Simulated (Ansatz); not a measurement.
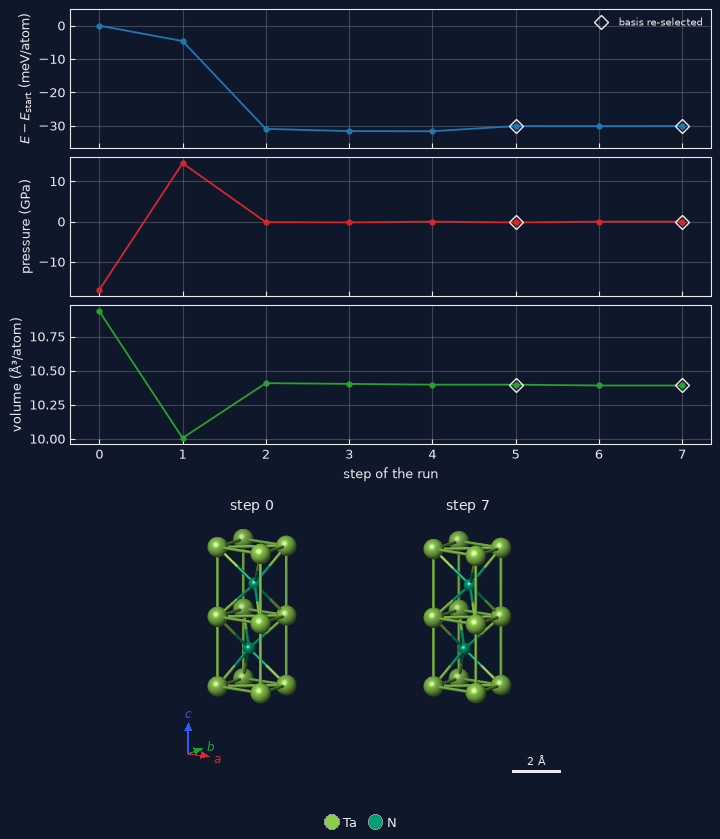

First and last geometry of a relaxation of crystalline TaN (set up in P6_3/mmc), with the history of the run. A ball-and-stick model of the cell of the calculation, seen slightly off an axis.

The run lets cell and atoms move.

Level of theory: Ansatz, Kohn-Sham DFT of a periodic cell, LDA, Ansatz PAW.

Input
```yaml
crystal:
  lattice:
    - [2.9217699809, 0.0, 0.0]
    - [-1.4608849905, 2.5303270275, 0.0]
    - [0.0, 0.0, 5.916515]
  atoms:
    - { symbol: Ta, position: [0.0, 0.0, 0.5] }
    - { symbol: Ta, position: [0.0, 0.0, 0.0] }
    - { symbol: "N", position: [0.3333333333, 0.6666666667, 0.25] }
    - { symbol: "N", position: [0.6666666667, 0.3333333333, 0.75] }
hamiltonian:
  xc: lda
  pseudopotentials: { kind: paw }
kpoints:
  mp_grid: { grid: [7, 7, 4] }
scf:
  occupations: { method: fermi_dirac, width: 0.05 }
output:
  forces: true
  stress: true
  eigenvalues: true
  write_density: true
  write_potential: true
  elf: true
  volumetric_format: npy
relax:
  f_tol: 0.01
  max_steps: 40
  cell: { stress_tol: 0.05 }
```

Command:
```bash
ansatz run input.yaml --threads 2 --pin off --max-ram 5632MiB --backend cpu --events-out ev --progress --plain --runs-dir out
```

> Did the run converge, and what did it change?

It converged. After 5 accepted moves (7 points after the start) the energy has fallen by 30.1 meV per atom. All forces vanish by symmetry, so only the cell relaxes. The pressure goes from −16.94 to 0.00 GPa. The SCF was repeated twice at an unchanged geometry on a basis and grid sized afresh for the cell, which shifted the energy by 1.5 meV per atom at most. No atom moves by more than 0.005 Å relative to the cell. The volume changes by −5.0 %, with a = b 2.922 → 2.869 Å (−1.8 %), c 5.917 → 5.831 Å (−1.4 %). Some distances before and after: Ta–Ta 2.922 → 2.869 Å, Ta–Ta 2.958 → 2.916 Å, N–Ta 2.244 → 2.207 Å. The space group stays P6_3/mmc (No. 194). Cost: 5.3 s on 2 threads of Arm Neoverse V2, on a shared host, peak memory 0.31 GiB.

```
step  E − E(0), meV/atom  pressure, GPa  volume, Å³/atom                      note
   0                0.00         -16.94           10.935                          
   1               -4.62          14.49           10.006                          
   2              -30.92          -0.13           10.408                          
   3              -31.60          -0.20           10.403                          
   4              -31.62           0.00           10.397                          
   5              -30.09          -0.22           10.397  same geometry, new basis
   6              -30.12           0.00           10.391                          
   7              -30.09           0.00           10.391  same geometry, new basis
```
